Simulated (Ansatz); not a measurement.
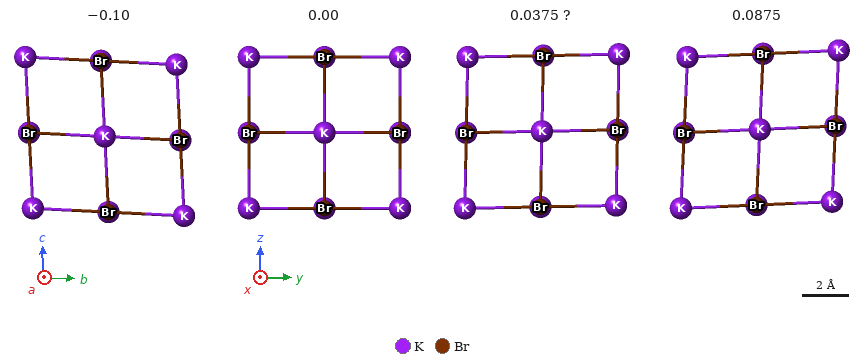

A scan of a crystal of KBr (Fm-3m): the cell is strained in shear in the yz plane, with the atoms kept at their fractional coordinates. x, y and z are the Cartesian axes of the input. The picture is a ball-and-stick view of the conventional cell (4 times the calculation's cell), seen along the a axis. Lengths and directions refer to the drawn axes.

Level of theory: DFT PBE, scalar-relativistic, plane waves, PAW (Ansatz). Settings: plane-wave cutoff 420 eV; k-point mesh 6 × 6 × 6; occupations gaussian; smearing width 0.05 eV; no spin polarisation. Energies (free energies at the smearing named) are counted from the cell as listed in its source, which wasn't relaxed.

| engineering shear strain | E − E(ref) (meV/atom) |
| --- | --- |
| −0.1000 | 6.07 |
| −0.0500 | 1.50 |
| 0.0000 | 0.00 |
| 0.0125 | 0.09 |
| 0.0250 | 0.37 |
| 0.0375 | ? |
| 0.0625 | 2.35 |
| 0.0750 | 3.39 |
| 0.0875 | 4.63 |

**Fill in the missing row.**

A straight line between the two neighbours gives 1.03 meV/atom. A cubic through the four nearest rows (0.0125, 0.0250, 0.0625, 0.0750) gives, with Lagrange weights, (−0.3000)(0.09) + (1.0000)(0.37) + (0.5000)(2.35) + (−0.2000)(3.39) = 0.84 meV/atom. The calculation gives 0.84 meV/atom, so the cubic is right to the digits shown and the straight line 0.19 meV/atom too high, as the curve bends upwards here.

The whole profile:

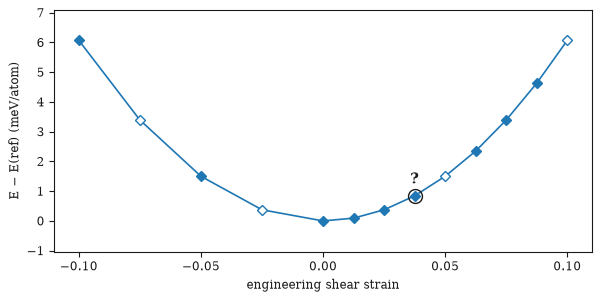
